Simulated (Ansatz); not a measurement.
**A series of single points on GaN**

System: GaN (4 atoms in the cell).
Method: DFT PBE, scalar-relativistic, plane waves, PAW, no spin polarisation (Ansatz 0.2.0).

The 5 runs differ only in the geometry, by a strain of the cell at fixed fractional positions. Against run 3, the strain is εzz = η. The structure derives from an entry of the Crystallography Open Database.

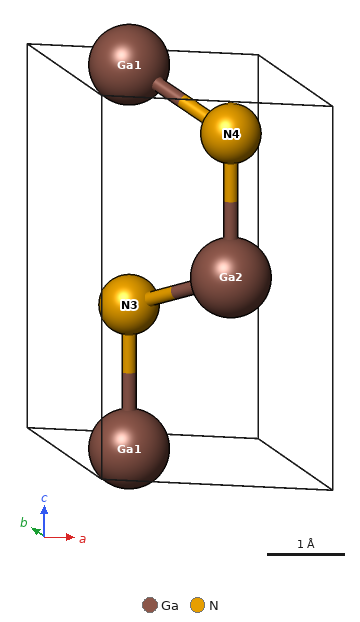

Figure 1. The structure of run 3 (ball-and-stick view of the cell of the calculation, seen slightly off an axis; atoms are numbered from 1 in the order of the input).

**Input of run 3**
```yaml
crystal:
  lattice:
    - [3.0845996707, 0.0, 0.0]
    - [-1.5422998354, 2.6713416753, 0.0]
    - [0.0, 0.0, 5.166]
  atoms:
    - { symbol: Ga, position: [0.3333333333, 0.6666666667, 0.0] }
    - { symbol: Ga, position: [0.6666666667, 0.3333333333, 0.5] }
    - { symbol: "N", position: [0.3333333333, 0.6666666667, 0.375] }
    - { symbol: "N", position: [0.6666666667, 0.3333333333, 0.875] }
basis:
  ecutwfc: 420
kpoints:
  mp_grid: { grid: [12, 12, 6] }
hamiltonian:
  xc: pbe
scf:
  occupations: { method: gaussian, width: 0.05 }
output:
  forces: true
  stress: true
  eigenvalues: true
```

Command:
```bash
ansatz run input.yaml --threads 1 --pin off --max-ram 1228MiB --backend cpu --events-out ev --progress --plain --runs-dir out
```

Run 4 differs from it as follows:
```diff
-    - [0.0, 0.0, 5.166]
+    - [0.0, 0.0, 5.24349]
```

**Results, with one run withheld**

| run | strain parameter η (%) | free energy per atom, from the lowest run given (meV) | pressure (GPa) | gap on the mesh (eV) |
| --- | --- | --- | --- | --- |
| 1 | −3.0000 | 57.47 | 29.87 | 2.57 |
| 2 | −1.5000 | 30.57 | 25.48 | 2.42 |
| 3 | 0.0000 | 12.73 | 21.56 | 2.26 |
| 4 | 1.5000 | ? | ? | ? |
| 5 | 3.0000 | 0.00 | 14.92 | 1.92 |

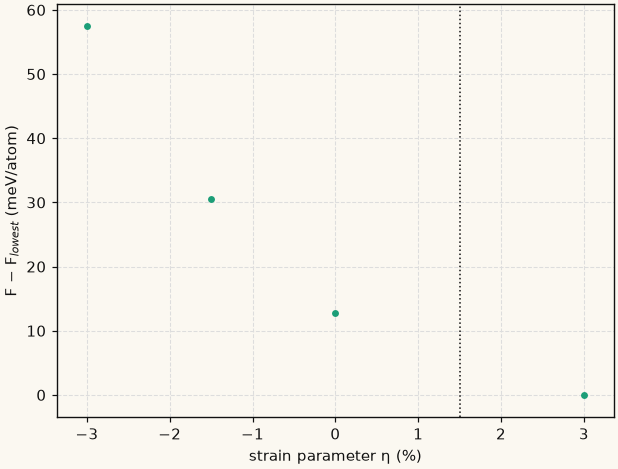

Figure 2. Free energy per atom of the runs given; the dotted line marks run 4.

Estimate the energy of run 4 from the others.

A quadratic polynomial in the coordinate, fitted to the 4 runs given, misses them by at most 0.31 meV per atom. With x = η + 0.3750, it reads F = 16.335 − 10.902 x + 1.7997 x² (meV per atom). At run 4 it gives 2.22 meV per atom, and the run itself gives 2.86. The fit has its minimum at η = 2.6538 %. So low a polynomial doesn't follow these energies more closely. The gap on the mesh goes, without turning, from 2.57 eV in run 1 to 1.92 eV in run 5; run 4 has 2.09 eV. These are gaps of this functional on this mesh, which can miss the band edges; they aren't the measured gap.

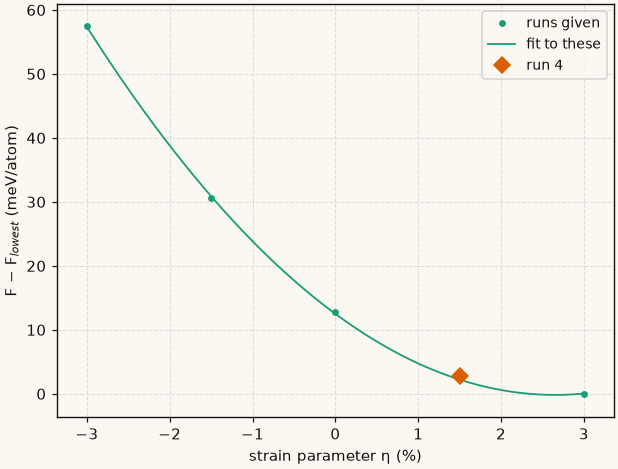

Figure 3. The fit and the withheld run.

**Output, shortened to warnings, some set-up lines, iterations and results (run 4)**
```
Basis set: ecut = 420 eV, 845 PW (Γ), exchange–correlation on 48×48×72 points (8 copies of the dense FFT grid, shifted against one another)
Symmetry: 12 space group operations
k-points: 76 of 864 (time reversal used)
Initial density: superposition of atomic densities (neutral atoms: chi_scale 0, normalization atom), corrected by the library's trained network
[...]
SCF iter   1: F=—  HF=-8335.577042 eV  |F-HF|=—  |Δ(HF+E_count)|=         —  Δρ=1.04e-3  dr2=2.09e-4  ethr=1.77e-3  ⟨swp⟩=5.2  Hψ=6757  notcnv=0
SCF iter   2: F=—  HF=-8335.577601 eV  |F-HF|=—  |Δ(HF+E_count)|=   5.59e-4  Δρ=5.30e-4  dr2=5.00e-5  ethr=5.81e-7  ⟨swp⟩=2.1  Hψ=3637  notcnv=0
SCF iter   3: F=—  HF=-8335.577747 eV  |F-HF|=—  |Δ(HF+E_count)|=   1.46e-4  Δρ=2.11e-4  dr2=1.10e-5  ethr=1.39e-7  ⟨swp⟩=2.0  Hψ=2984  notcnv=0
SCF iter   4: F=—  HF=-8335.577761 eV  |F-HF|=—  |Δ(HF+E_count)|=   1.39e-5  Δρ=5.74e-5  dr2=1.17e-6  ethr=3.04e-8  ⟨swp⟩=2.0  Hψ=3011  notcnv=0
SCF iter   5: F=—  HF=-8335.577762 eV  |F-HF|=—  |Δ(HF+E_count)|=   1.73e-6  Δρ=2.08e-5  dr2=1.34e-7  ethr=3.25e-9  ⟨swp⟩=2.3  Hψ=2849  notcnv=0
SCF iter   6: F=-8335.577763 eV  HF=-8335.577763 eV  |F-HF|=5.15e-10  |Δ(HF+E_count)|=   2.59e-7  Δρ=8.03e-6  dr2=2.48e-8  ethr=2.78e-10  ⟨swp⟩=5.0  Hψ=7360  notcnv=0
SCF 1 converged in 6 iterations: F = -8335.577763 eV  dr2 = 2.48e-8
SCF converged after 6 iterations
Free energy (F): -8335.577763 eV
Harris-Foulkes:  -8335.577763 eV  (|F-HF|=5.15e-10)
Internal energy: -8335.577763 eV  (E = F + TS)
E sigma→0 (E₀):  -8335.577763 eV
Fermi energy:    11.686895 eV
--- Per-component energies (eV) ---
  E_band       = 17.460615
  E_kinetic    = 499.428798
  E_local      = -3816.149246  (includes V_loc(G=0)·N_el)
  E_nonlocal   = 949.131864
  E_hartree    = 1764.696124
  E_xc         = -259.477489
  E_vxc        = -270.772197  (∫ρ·V_xc dr)
  E_paw        = -4240.288754  (= ΣΔE_a)
  E_vpaw       = -873.568759  (= ΣTr[D̂ρ^β])
  E_aug_tail   = -0.000021  (compensation charges beyond the density's cutoff)
  E_ewald      = -3232.919039
  E_smearing   = -0.000000  (= −TS)
  E_closure    = 0.000000  (closes the sum)
  Σ components = -8335.577763   (vs F -8335.577763, Δ=0.00e0)
--- Forces (eV/Å), atoms counted from 1 ---
  atom   1  Ga     0.00000000     0.00000000     0.43495211
  atom   2  Ga     0.00000000     0.00000000     0.43495211
  atom   3  N     -0.00000000     0.00000000    -0.43495747
  atom   4  N      0.00000000     0.00000000    -0.43495747
  max |Σ_I F_I| component: 1.07e-5 eV/Å
--- Stress (GPa, compression-positive) ---
       23.964563      -0.000000       0.000000
       -0.000000      23.964563      -0.000000
        0.000000       0.000000       6.231568
  P = ⅓ Tr σ = 18.0536 GPa (180.536 kbar)
```
